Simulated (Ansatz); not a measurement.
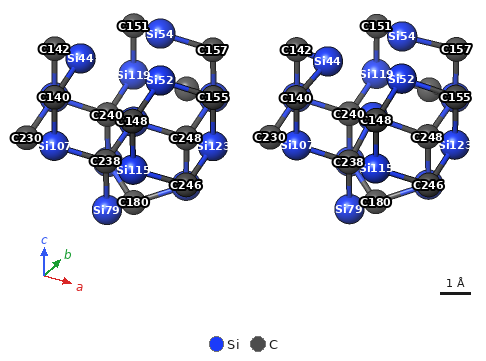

Two geometries of a defect cell of composition Si₁₂₈C₁₂₇ (cell charge −2), drawn at one scale. One is the start of a relaxation, the other its converged end. The picture is a ball-and-stick view of the atoms within 4.2 Å of the atom that moves most (axes of the cell of the calculation (origin shifted)), seen from a free direction.

Level of theory: DFT, PBEsol, PAW, plane waves in Ansatz 0.2.0. Settings: plane-wave cutoff 420 eV; k-point mesh 1 × 1 × 1; mesh shifted by (0.25, 0.25, 0.25); collinear spin; atoms relaxed in a fixed cell; force threshold 0.03 eV/Å; at most 80 steps.

> Which one is relaxed?

The right one is the relaxed one. The energy falls by 4.408 eV per cell of the calculation in 5 geometry steps. The largest force component goes from 1.9 to 0.025 eV/Å. The largest move is that of a Si atom, 0.22 Å along [−2 −1 2]. By element the largest moves are Si 0.22 Å, C 0.07 Å. The cell stays as it was. Some distances before and after: Si–Si 3.063 → 2.655 Å, Si–Si 3.044 → 2.725 Å, C–Si 1.879 → 1.995 Å, C–Si 1.856 → 1.934 Å. Among the angles between lasting bonds that change: C–Si–C 110.1° → 102.7°, Si–C–Si 107.2° → 114.5°, Si–C–Si 110.3° → 103.8°. Cost: 23 s on 1 × NVIDIA GB200 with 8 threads of Arm Neoverse-V2, peak memory 2.7 GiB.

Limits of the set-up: the cell is charged, on a uniform background, and energies carry no finite-size correction.
